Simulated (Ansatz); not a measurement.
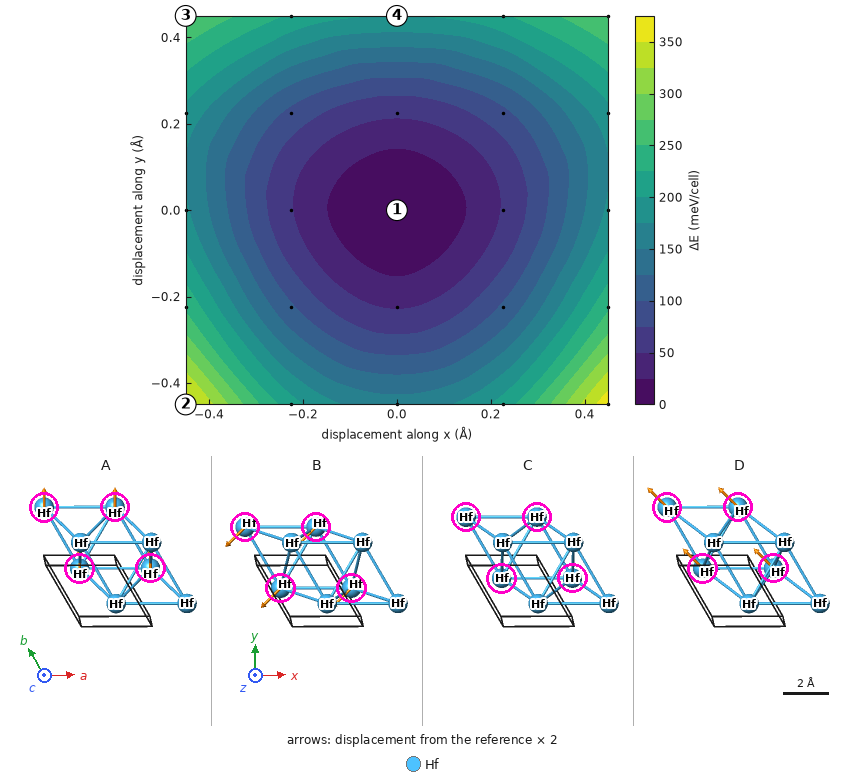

Crystalline Hf (P6_3/mmc): a Hf atom (one in each cell of 2 atoms) is moved over the plane of the Cartesian directions x and y, all else fixed. The map is interpolated between the computed points (dots). The frames are shuffled; each belongs to one numbered point. Style: ball-and-stick. Shown: the cell of the calculation, repeated 2 × 2 × 1 with one cell outlined, nearly along the normal of the scanned plane. The ringed atoms are those of the scanned coordinates. Orange arrows: displacements from the reference.

The calculation used DFT PBE, scalar-relativistic, plane waves, PAW in Ansatz. Set-up: plane-wave cutoff 420 eV; k-point mesh 18 × 18 × 10; occupations gaussian; smearing width 0.15 eV; no spin polarisation. Energies (free energies at the smearing named) are counted from the cell as listed in its source, which wasn't relaxed.

**Which frame belongs to which numbered point?**

Point 1 is frame C, at (0.000, 0.000) and 0 meV/cell; 2 is frame B, at (−0.450, −0.450) and 368 meV/cell; 3 is frame D, at (−0.450, 0.450) and 275 meV/cell; 4 is frame A, at (0.000, 0.450) and 200 meV/cell. In pairs of (displacement along x (Å); displacement along y (Å)): the lowest computed point lies at (0.000, 0.000) (0 meV/cell), the highest at (−0.450, −0.450), (0.450, −0.450) (368 meV/cell).  Over the ranges scanned the energy rises by about as much along both axes.
